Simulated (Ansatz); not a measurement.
## Run report: Cu, geometry relaxation (part 2 of 2)

Continued. System: Cu (4 atoms in the cell). Method: DFT PBE, scalar-relativistic, plane waves, PAW, no spin polarisation (Ansatz 0.2.0); cutoff 420 eV, 9×9×17 k-mesh, Gaussian smearing of 0.1 eV. The structure derives from an entry of the Crystallography Open Database. It belongs to a series of runs on one base structure; here: film's bulk on the substrate's plane, third vector and atoms relaxed.

Geometry of the input (Å; fractional positions):
```
5.2013  0.0000  0.0000
-2.6007  4.5045  0.0000
-1.3003  0.7507  2.0628
Cu 0.0000  0.5000  0.0000
Cu 0.5000  0.5000  0.0000
Cu 0.0000  0.0000  0.0000
Cu 0.5000  0.0000  0.0000
```

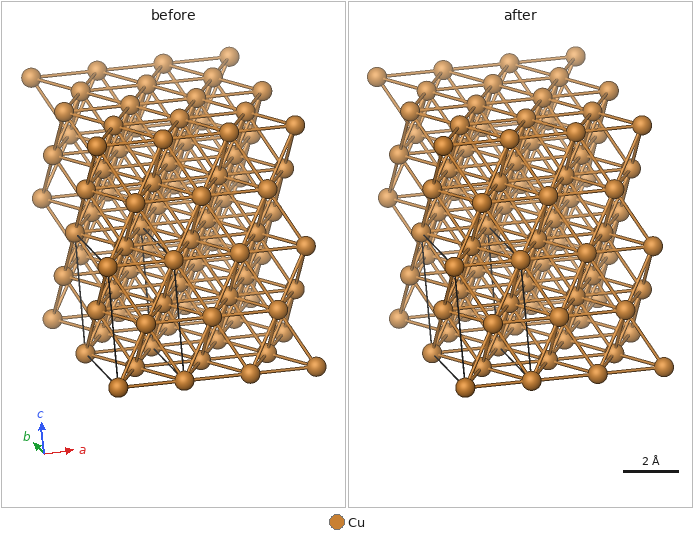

Fig. 1: Before (left) and after (right) the relaxation, at one scale (ball-and-stick view of the reduced cell, repeated 3 × 2 × 2, seen slightly off an axis). Over 2 geometry steps the energy falls by 0.2 meV per atom. All forces vanish by symmetry, so only the cell relaxes. Pressure: −1.32 GPa at the start and −1.97 GPa at the end. The atoms keep their places relative to the cell (all moves are under 0.005 Å). Cell: a 2.551 → 2.556 Å (+0.2 %), b = c 4.476 → 4.484 Å (+0.2 %), α 71.0° → 70.9°, β 88.7° → 89.0°, γ 88.7° → 89.0°. Volume +0.5 %. Among the contacts that change: Cu1–Cu1 2.551 → 2.556 Å. The space group stays R-3m (No. 166). A last SCF at the same geometry on a re-selected plane-wave basis shifts the energy by next to nothing (0.0 meV per atom). (Atoms are counted from 1 in the order of the input.)

```
basis re-selected at this cell: Δ(F+E_penalty+E_count) = -1.641e-4 eV, ΔP = -0.005 GPa vs the last step (what re-selecting the basis moved, of the pressure what is left beyond the Pulay correction that the steps carried, after the strain that the cell walked since its last selection, with what the two solves' SCF thresholds leave and, on support functions, any second-order correction that the steps lacked; it is no measure of the basis error at this ecutwfc). This SCF's stress stands 3.53e-2 GPa from its target on what of the cell is left free (relax.cell.stress_tol is 1.00e-1 GPa) and its largest allowed force component is 2.29e-29 eV/Å (relax.f_tol is 1.00e-2 eV/Å): within both
SCF converged after 6 iterations
Free energy (F): -26500.686710 eV
Harris-Foulkes:  -26500.686710 eV  (|F-HF|=7.28e-12)
Internal energy: -26500.679672 eV  (E = F + TS)
E sigma→0 (E₀):  -26500.683191 eV
Entropy (-TS):   -0.007038 eV (-1.760 meV/atom)
Fermi energy:    16.209212 eV
--- Per-component energies (eV) ---
  E_band       = -1476.067266
  E_kinetic    = 1198.472507
  E_local      = -16405.401700  (includes V_loc(G=0)·N_el)
  E_nonlocal   = 1560.411030
  E_hartree    = 7220.620252
  E_xc         = -357.397481
  E_vxc        = -461.152814  (∫ρ·V_xc dr)
  E_paw        = -6652.718322  (= ΣΔE_a)
  E_vpaw       = -1809.637899  (= ΣTr[D̂ρ^β])
  E_aug_tail   = 0.001121  (compensation charges beyond the density's cutoff)
  E_ewald      = -13064.667079
  E_smearing   = -0.007038  (= −TS)
  E_closure    = -0.000000  (closes the sum)
  Σ components = -26500.686710   (vs F -26500.686710, Δ=0.00e0)
--- Forces (eV/Å), atoms counted from 1 ---
  atom   1  Cu     0.00000000    -0.00000000    -0.00000000
  atom   2  Cu     0.00000000    -0.00000000     0.00000000
  atom   3  Cu    -0.00000000    -0.00000000    -0.00000000
  atom   4  Cu     0.00000000    -0.00000000     0.00000000
  max |Σ_I F_I| component: 1.01e-28 eV/Å
--- Stress (GPa, compression-positive) ---
       -2.972989       0.038350       0.024356
        0.038350      -2.928705      -0.014062
        0.024356      -0.014062      -0.006382
  P = ⅓ Tr σ = -1.9694 GPa (-19.694 kbar)
--- Band table (eV; the first three rows and the last of 385) ---
  k-point 0: bands = ["-96.3246", "-96.3131", "-96.3131", "-96.3086", "-53.7367", "-53.7345", "-53.7345", "-53.6816", "-53.6760", "-53.6635", "-53.6635", "-53.6522", "-53.6522", "-53.6502", "-53.6403", "-53.6380", "6.9829", "11.2294", "11.2294", "11.4616", "11.9138", "13.1598", "13.1598", "13.2192", "13.2214", "13.3163", "13.3163", "13.3459", "14.0635", "14.0714", "14.5813", "14.5813", "14.5940", "14.6356", "14.6356", "14.7485", "14.7638", "15.1404", "15.1404", "17.6312", "19.6868", "19.6868", "23.0718", "28.6224", "29.4361", "33.4441"]
  k-point 1: bands = ["-96.3242", "-96.3129", "-96.3129", "-96.3087", "-53.7345", "-53.7328", "-53.7328", "-53.6832", "-53.6752", "-53.6659", "-53.6659", "-53.6537", "-53.6531", "-53.6531", "-53.6409", "-53.6386", "7.1112", "11.2907", "11.2907", "11.5001", "11.9491", "13.2031", "13.2031", "13.2475", "13.2496", "13.2700", "13.2700", "13.3170", "14.0503", "14.0581", "14.1762", "14.1762", "14.5630", "14.5841", "14.5841", "14.5904", "14.7296", "15.6187", "15.6187", "17.5652", "19.8392", "19.8392", "23.4845", "28.4888", "28.8083", "33.8448"]
  k-point 2: bands = ["-96.3228", "-96.3124", "-96.3124", "-96.3092", "-53.7282", "-53.7280", "-53.7280", "-53.6879", "-53.6727", "-53.6725", "-53.6725", "-53.6637", "-53.6556", "-53.6556", "-53.6426", "-53.6402", "7.4912", "11.4647", "11.4647", "11.6118", "12.0491", "13.1232", "13.1232", "13.2382", "13.3229", "13.3233", "13.3314", "13.3314", "13.6323", "13.6323", "14.0210", "14.0282", "14.1844", "14.4315", "14.5921", "14.5921", "14.6796", "16.2097", "16.2097", "17.4239", "20.3262", "20.3262", "24.5960", "26.7102", "29.3514", "34.0601"]
  k-point 384: bands = ["-96.3193", "-96.3135", "-96.3129", "-96.3129", "-53.7121", "-53.7121", "-53.7116", "-53.6779", "-53.6779", "-53.6724", "-53.6680", "-53.6638", "-53.6617", "-53.6617", "-53.6612", "-53.6499", "8.7400", "10.7626", "11.5244", "11.5244", "12.3468", "12.8029", "12.8661", "12.8661", "12.9487", "12.9487", "13.5690", "13.5981", "13.6845", "13.7341", "13.7341", "13.8515", "14.1105", "14.2542", "14.2544", "14.2544", "14.3778", "14.4615", "15.8279", "15.8279", "23.8371", "23.8371", "28.8760", "28.8760", "30.7384", "31.0632"]
--- Relaxed structure (3 steps of the walk, 3 accepted, 1 SCFs on fresh bases) ---
  F+E_penalty+E_count = -26500.68670981 eV   max|allowed force component| = 2.288e-29 eV/Å   (the final SCF, on the basis selected at the relaxed cell)
  cell:  # Å, volume = 48.5565 Å³
    - [5.201304596338423, 1.7742833097779066e-6, 0.005654099304703638]
    - [-2.6006507615447885, 4.5044628004203675, -0.005654099301888391]
    - [-1.2980835527444243, 0.7494488886159313, 2.0706080921486714]
  atoms:
    - { symbol: Cu, position: [1.940721888749053e-17, 0.5, 2.168404344971009e-19] }
    - { symbol: Cu, position: [0.5, 0.5, -1.1651856505365677e-19] }
    - { symbol: Cu, position: [1.2157062154008058e-37, -1.2157062153976747e-37, 7.29423729221472e-37] }
    - { symbol: Cu, position: [0.5, -5.421010862427522e-20, -2.168404344971009e-19] }
```

## Trajectory as extended XYZ (Å, eV, eV/Å), 4 frames, from step=1 to step=4
```
4
Lattice="5.2013 0.0000 0.0000 -2.6007 4.5045 0.0000 -1.3003 0.7507 2.0628" Properties=species:S:1:pos:R:3:forces:R:3 step=1 energy=-26500.68590 pressure_GPa=-1.32
Cu   -1.3003    2.2522    0.0000    0.0000   0.0000   0.0000
Cu    1.3003    2.2522    0.0000    0.0000   0.0000   0.0000
Cu    0.0000    0.0000    0.0000    0.0000   0.0000   0.0000
Cu    2.6007    0.0000    0.0000    0.0000   0.0000   0.0000
4
Lattice="5.2013 0.0000 0.0014 -2.6007 4.5045 -0.0014 -1.2998 0.7504 2.0661" Properties=species:S:1:pos:R:3:forces:R:3 step=2 energy=-26500.68633 pressure_GPa=-1.58
Cu   -1.3003    2.2522   -0.0007    0.0000   0.0000   0.0000
Cu    1.3003    2.2522    0.0000    0.0000   0.0000   0.0000
Cu    0.0000    0.0000    0.0000    0.0000   0.0000   0.0000
Cu    2.6007    0.0000    0.0007    0.0000   0.0000   0.0000
4
Lattice="5.2013 0.0000 0.0057 -2.6007 4.5045 -0.0057 -1.2981 0.7494 2.0706" Properties=species:S:1:pos:R:3:forces:R:3 step=3 energy=-26500.68655 pressure_GPa=-1.96
Cu   -1.3003    2.2522   -0.0028    0.0000   0.0000   0.0000
Cu    1.3003    2.2522    0.0000    0.0000   0.0000   0.0000
Cu    0.0000    0.0000    0.0000    0.0000   0.0000   0.0000
Cu    2.6007    0.0000    0.0028    0.0000   0.0000   0.0000
4
Lattice="5.2013 0.0000 0.0057 -2.6007 4.5045 -0.0057 -1.2981 0.7494 2.0706" Properties=species:S:1:pos:R:3:forces:R:3 step=4 energy=-26500.68671 pressure_GPa=-1.97
Cu   -1.3003    2.2522   -0.0028    0.0000   0.0000   0.0000
Cu    1.3003    2.2522    0.0000    0.0000   0.0000   0.0000
Cu    0.0000    0.0000    0.0000    0.0000   0.0000   0.0000
Cu    2.6007    0.0000    0.0028    0.0000   0.0000   0.0000
```
